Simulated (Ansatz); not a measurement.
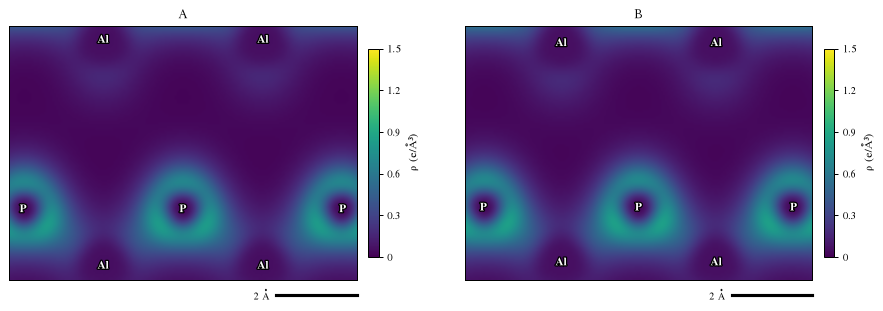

AlP. The valence pseudo-density of two cells that differ in size, on the (011̄) plane of each (indices in the axes of the calculation cell), at one length scale and on one colour scale: A has 21.8 Å³ an atom and B 19.9.

The calculation used Ansatz 0.2.0, DFT, r2SCAN, plane waves, PAW.

In a PAW calculation such maps are meaningful between the atoms, not at the nuclei.

The larger cell:

```cif
data_structure
_symmetry_space_group_name_H-M 'P 1'
_symmetry_Int_Tables_number 1
_cell_length_a 3.9514
_cell_length_b 3.9514
_cell_length_c 3.9514
_cell_angle_alpha 60.000
_cell_angle_beta 60.000
_cell_angle_gamma 60.000
_cell_volume 43.62
loop_
_atom_site_label
_atom_site_type_symbol
_atom_site_fract_x
_atom_site_fract_y
_atom_site_fract_z
_atom_site_occupancy
Al1 Al 0.00000 0.00000 0.00000 1
P1 P 0.25000 0.25000 0.25000 1
```

The smaller cell: a = 3.835 Å, b = 3.835 Å, c = 3.835 Å, α = 60.00°, β = 60.00°, γ = 60.00°.

Q: What changes from the larger cell to the smaller?

A: From the larger cell to the smaller, Al–P goes from 2.42 to 2.35 Å, and the density at its midpoint from 0.49 to 0.54 e/Å³; the pressure goes from −4.8 to 2.9 GPa; the Kohn–Sham gap goes from 2.0 eV to 1.9 eV.
